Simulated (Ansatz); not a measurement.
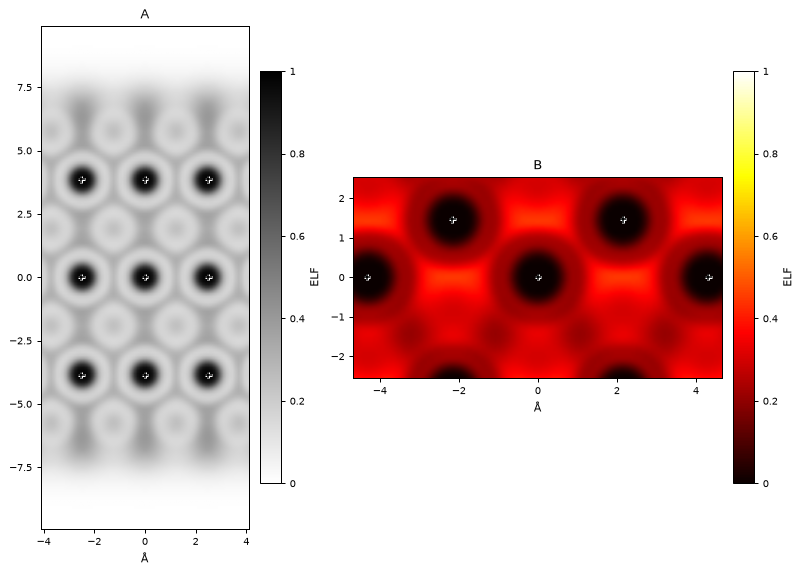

The ELF of 2 systems, each on a plane through atoms (crosses mark nuclei in the plane).

Theory: DFT LDA, scalar-relativistic, plane waves, PAW (Ansatz).

System 1: Co (slab), the (100) plane of the calculation cell, a cut from vacuum to vacuum. The program warned that no starting moments were given; spin-polarised.

```cif
data_structure
_symmetry_space_group_name_H-M 'P 1'
_symmetry_Int_Tables_number 1
_cell_length_a 2.5070
_cell_length_b 2.5070
_cell_length_c 26.2070
_cell_angle_alpha 90.000
_cell_angle_beta 90.000
_cell_angle_gamma 60.000
_cell_volume 142.65
loop_
_atom_site_label
_atom_site_type_symbol
_atom_site_fract_x
_atom_site_fract_y
_atom_site_fract_z
_atom_site_occupancy
Co1 Co 0.00000 0.00000 0.28173 1
Co2 Co 0.66667 0.66667 0.35268 1
Co3 Co 0.00000 0.00000 0.42695 1
Co4 Co 0.66667 0.66667 0.50000 1
Co5 Co 0.00000 0.00000 0.57305 1
Co6 Co 0.66667 0.66667 0.64732 1
Co7 Co 0.00000 0.00000 0.71827 1
```

System 2: Zn, the (110) plane of the conventional cell. Space group P6₃/mmc; a generated structure, not necessarily the stable one; computed pressure about 15 GPa in this cell.

```
CELL_PARAMETERS angstrom
2.53354 0.00000 0.00000
-1.26677 2.19411 0.00000
0.00000 0.00000 4.31883
ATOMIC_POSITIONS crystal
Zn 0.33333 0.66667 0.25000
Zn 0.66667 0.33333 0.75000
```

Which map belongs to which system?

Answer. Panel A is system 1, Co: the plane holds Co. Co–Co (2.51 Å): the ELF is about 0.25 at the midpoint; no shared electron pair shows on this line. Panel B is system 2, Zn: the plane holds Zn. Zn–Zn (2.61 Å): the ELF is about 0.30 at the midpoint (no localised pair shows between them).
